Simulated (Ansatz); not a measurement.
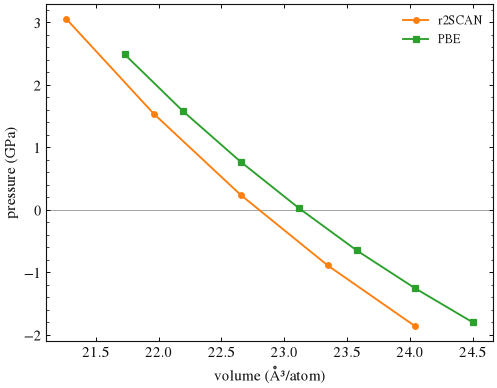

The plot gives the computed pressure against volume, with one curve for each functional, for Mg (space group Fm-3m).

Calculation (Ansatz 0.2.0 development build): equation of state of a cubic crystal from periodic Kohn-Sham density functional theory without spin, third-order Birch-Murnaghan fit to the free energies; pressure corrected for the finite basis.

structure type fcc; atoms in cell 1; space group number 225; lattice centring face-centred primitive; occupation method Fermi–Dirac; datasets soft-1 PAW; density tolerance 1e−07 eV; bands 9; density cutoff ratio 4; search for lower states default.

Settings that differ: r2SCAN: wave cutoff 500 eV, k mesh 13×13×13, occupation width 0.1 eV; PBE: wave cutoff 420 eV, k mesh 41×41×41, occupation width 0.0612 eV.

**Order the curves by fitted equilibrium volume, smallest first.**

r2SCAN 22.79, PBE 23.13 Å³/atom.

**Order the curves by fitted bulk modulus, smallest first.**

PBE 35.1, r2SCAN 38.6 GPa.

**For r2SCAN: what does the pressure do across the range?**

It falls from 3.054 GPa at volume 21.27 Å³/atom to −1.859 GPa at 24.04 Å³/atom, and changes sign near 22.80 Å³/atom.

Note: cubic model structure, not the ambient form.
